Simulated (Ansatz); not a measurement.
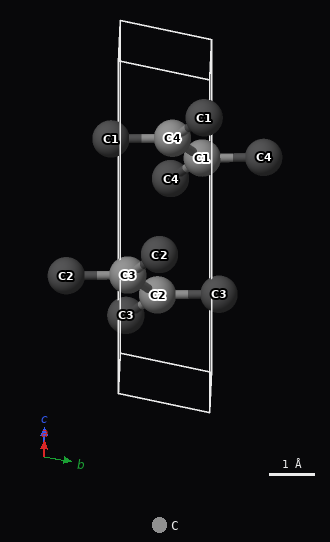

Figure 1. The input geometry (ball-and-stick view of the cell of the calculation, seen at an oblique angle; neighbours outside the cell are drawn fainter; atoms are numbered from 1 in the order of the input). An atom can appear more than once, as a periodic image. Near neighbours in the periodic cell (some may lie outside the picture): C has 3 C at 1.32 to 1.37 Å.

C: single-point calculation

C (4 atoms in the cell), computed with DFT PBE, scalar-relativistic, plane waves, PAW, PAW set soft_1, no spin polarisation (Ansatz 0.2.0).

The structure derives from a Materials Project entry. Figures and captions count atoms from 1; the log counts them from 0 in places.

### The input
```yaml
crystal:
  lattice:
    - [1.2058692743, -1.9798785833, 0.0]
    - [1.2058692743, 1.9798785833, 0.0]
    - [0.0, 0.0, 8.0704518431]
  atoms:
    - { symbol: C, position: [0.0833329406, 0.9166670594, 0.7503043452] }
    - { symbol: C, position: [0.5833329406, 0.4166670594, 0.2496956548] }
    - { symbol: C, position: [0.9166670594, 0.0833329406, 0.2496956548] }
    - { symbol: C, position: [0.4166670594, 0.5833329406, 0.7503043452] }
basis:
  ecutwfc: 520.0
kpoints:
  mp_grid: { grid: [21, 21, 6] }
hamiltonian:
  xc: pbe
  pseudopotentials: { kind: paw, azcp: { folder: soft_1 } }
scf:
  occupations: { method: gaussian, width: 0.15 }
output:
  forces: true
  stress: true
  eigenvalues: true
  write_density: true
  write_potential: true
  elf: true
  volumetric_format: npy
```

Command:
```bash
ansatz run input.yaml --threads 2 --pin off --max-ram 4096MiB --backend cpu --events-out ev --progress --plain --runs-dir out
```

### Log
```
Engine: ansatz 0.2.0, aarch64-unknown-linux-gnu
Pseudopotentials: kind: paw
Pseudopotential: C, paw, valence charge 4, recommended cutoff 420 eV (normal), [file]
Functional definition: PBE
  parameter kappa = 0.804
  parameter beta = 0.06672455060314922
  exchange = pbe_x(kappa = kappa, mu = beta*pi^2/3)
  correlation = pbe_c(beta = beta)
Crystal: 4 atoms, lattice volume = 38.536 Å³
Basis set: ecut = 520 eV, 1057 PW (Γ), exchange–correlation on 36×36×128 points (8 copies of the dense FFT grid, shifted against one another)
Bands: 12, of which v1, the nominal top of the filled ones, is band 8 counted from 1 (7 counted from 0)
Symmetry: 8 space group operations
Space group: Cmme (ITA 67), of the structure as read, at distance tolerance 3.4e-5 Å
k-points: 484 of 2646
Non-local potential: C, projectors of the file, l = 0: 2, l = 1: 2, l = 2: 1
PAW form: soft (Blöchl's): semilocal exchange-correlation on the pseudo side does not see the compensation charge
PAW one-centre angular grid: C, 110 points (default); XC on 64 Gauss nodes
Initial density: superposition of atomic densities (chi_scale 0.1, normalization cell)
Initial wavefunctions: pseudopotential atomic-orbital guess
Functional: x = pbe(κ = 0.804, μ = 0.2195149727645171), c = pbe(β = 0.06672455060314922)
SCF iter   1: F=—  HF=-1006.402205 eV  |F-HF|=—  |Δ(HF+E_count)|=         —  Δρ=1.48e-1  dr2=7.77e0  ethr=3.10e-3  ⟨swp⟩=5.3  Hψ=34926  notcnv=0
preconditioner: auto → none  [insulator: Δε(μ)=0.746 eV  Ē_g=17.842 eV  σ=0.150 eV  W_gap=1.00  n_scr=6 (ndim 8)  ℏωp=23.9 eV  f_vac=0.052  D(μ)=0.00/eV (n_scr^D=0)  ε∞_Penn≈2.8]
SCF iter   2: F=—  HF=-1003.092389 eV  |F-HF|=—  |Δ(HF+E_count)|=    3.31e0  Δρ=4.99e-2  dr2=6.03e-1  ethr=3.10e-3  ⟨swp⟩=3.1  Hψ=17554  notcnv=0
SCF iter   3: F=—  HF=-1002.898997 eV  |F-HF|=—  |Δ(HF+E_count)|=   1.93e-1  Δρ=9.53e-3  dr2=1.09e-2  ethr=3.10e-3  ⟨swp⟩=2.9  Hψ=14760  notcnv=0
SCF iter   4: F=—  HF=-1002.901275 eV  |F-HF|=—  |Δ(HF+E_count)|=   2.28e-3  Δρ=6.44e-4  dr2=3.23e-4  ethr=6.80e-5  ⟨swp⟩=2.5  Hψ=9707  notcnv=0
SCF iter   5: F=—  HF=-1002.901142 eV  |F-HF|=—  |Δ(HF+E_count)|=   1.33e-4  Δρ=9.66e-5  dr2=5.97e-6  ethr=2.02e-6  ⟨swp⟩=2.3  Hψ=9559  notcnv=0
SCF iter   6: F=—  HF=-1002.901114 eV  |F-HF|=—  |Δ(HF+E_count)|=   2.86e-5  Δρ=5.52e-5  dr2=6.41e-6  ethr=3.73e-8  ⟨swp⟩=2.2  Hψ=9995  notcnv=0
SCF iter   7: F=-1002.901112 eV  HF=-1002.901112 eV  |F-HF|=1.12e-8  |Δ(HF+E_count)|=   1.75e-6  Δρ=7.67e-6  dr2=2.46e-8  ethr=6.25e-10  ⟨swp⟩=9.5  Hψ=50941  notcnv=0
SCF 1 converged in 7 iterations: F = -1002.901112 eV  dr2 = 2.46e-8
  greatest PAW one-centre occupation: 0.705 electrons in one spin orbital (limit 2), on the C atom at site 3 (counted from 0), in its partial waves of l = 0
SCF converged after 7 iterations
Free energy (F): -1002.901112 eV
Harris-Foulkes:  -1002.901112 eV  (|F-HF|=1.12e-8)
Internal energy: -1002.901097 eV  (E = F + TS)
E sigma→0 (E₀):  -1002.901104 eV
Entropy (-TS):   -0.000015 eV (-0.004 meV/atom)
Fermi energy:    6.124312 eV
--- Per-component energies (eV) ---
  E_band       = -56.840293
  E_kinetic    = 372.035872
  E_local      = -872.516766  (includes V_loc(G=0)·N_el)
  E_nonlocal   = 97.486940
  E_hartree    = 308.399138
  E_xc         = -192.224925
  E_vxc        = -236.971705  (∫ρ·V_xc dr)
  E_paw        = -402.380269  (= ΣΔE_a)
  E_vpaw       = -33.674288  (= ΣTr[D̂ρ^β])
  E_aug_tail   = 0.000004  (compensation charges beyond the density's cutoff)
  E_ewald      = -313.701089
  E_smearing   = -0.000015  (= −TS)
  E_closure    = -0.000000  (closes the sum)
  Σ components = -1002.901112   (vs F -1002.901112, Δ=0.00e0)
--- Forces (eV/Å), atoms counted from 1 ---
  atom   1  C      0.00000000     1.47872406    -0.00006922
  atom   2  C      0.00000000     1.47872406     0.00006922
  atom   3  C      0.00000000    -1.47872406     0.00006922
  atom   4  C      0.00000000    -1.47872406    -0.00006922
  max |Σ_I F_I| component: 3.33e-16 eV/Å
--- Stress (GPa, compression-positive) ---
       37.475774       0.000000       0.000000
        0.000000      89.640610       0.000000
        0.000000       0.000000       0.235205
  P = ⅓ Tr σ = 42.4505 GPa (424.505 kbar)
--- Band table (eV; the first three rows and the last of 484) ---
  k-point 0: bands = ["-14.6059", "-14.5504", "-2.8167", "-2.1866", "3.1095", "3.1129", "3.3098", "3.3118", "8.8726", "12.7011", "14.8281", "14.8424"]
  k-point 1: bands = ["-14.6023", "-14.5542", "-2.7781", "-2.2330", "3.1098", "3.1127", "3.3100", "3.3117", "9.0496", "12.2442", "14.8291", "14.8414"]
  k-point 2: bands = ["-14.5922", "-14.5644", "-2.6703", "-2.3562", "3.1104", "3.1121", "3.3105", "3.3115", "9.5597", "11.3042", "14.8317", "14.8388"]
  k-point 483: bands = ["-8.6555", "-8.6551", "-7.4647", "-7.4643", "-1.3071", "-1.3070", "3.9079", "3.9115", "7.9960", "7.9997", "13.6648", "13.6657"]
```

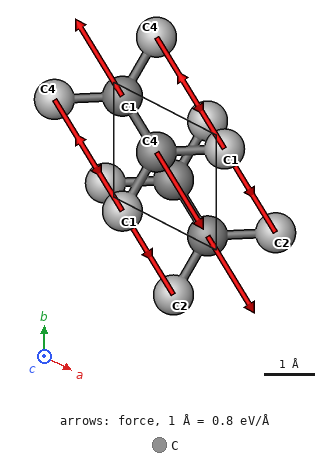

Figure 2. Forces on the atoms as red arrows (ball-and-stick view of the cell of the calculation, along the c axis; neighbours outside the cell are drawn fainter; atoms are numbered from 1 in the order of the input). The largest act on all 4 C atoms (1.48 eV/Å). The geometry is not a stationary point of this energy.

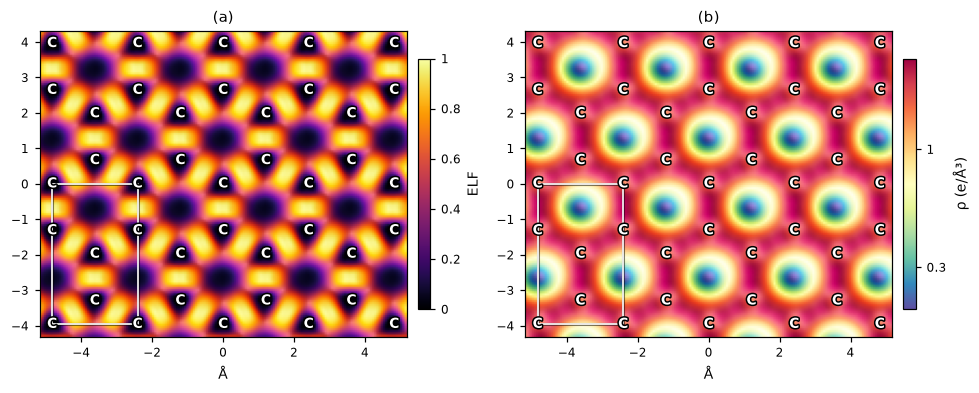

Figure 3. (a) electron localisation function; (b) valence pseudo-density on the (001) plane of the conventional cell. The section cuts through C sites. C–C (1.32 Å): ρ at the midpoint is about 2.5 e/Å³, a local maximum along the line; the ELF peaks at about 0.95 between the atoms (inside overlapping PAW spheres, so only a guide); a double or triple bond. C–C (1.37 Å): the density is about 2.2 e/Å³ at the midpoint, a local maximum along the line; the ELF peaks at about 0.95 between the atoms (a covalent bond). Away from the nuclei the density in this plane falls to 0.2 e/Å³ at its lowest. In a PAW calculation such maps are meaningful between the atoms, not at the nuclei.

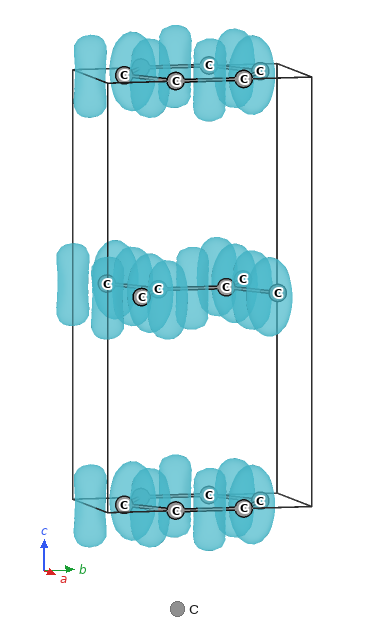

Figure 4. Isosurface of the electron localisation function at 0.75 (cyan), seen slightly off an axis. Core shells and regions of very low density are left out. Sticks mark near contacts. The outline is the cell set on symmetry axes. Along the contacts the grid gives the following. C–C (1.32 Å): the ELF peaks at about 0.95 between the atoms (inside overlapping PAW spheres, so only a guide) (a double or triple bond). C–C (1.37 Å): the ELF peaks at about 0.95 between the atoms, as expected for localised, shared-pair bonding.

### Results in brief

```csv
quantity,value
outcome,converged
space group (tolerance 0.01 Å),Fmmm (69)
electrons treated,16
free energy,−1002.9011 eV
Fermi energy,6.124 eV
gap on the k-point mesh,0.54 eV
pressure,42.45 GPa
largest force (length of the vector),1.479 eV/Å
hardware,"2 threads of Arm Neoverse V1, 24 GiB of memory available, shared host"
wall time,13 s (CPU time 26 s)
peak memory,0.52 GiB
```
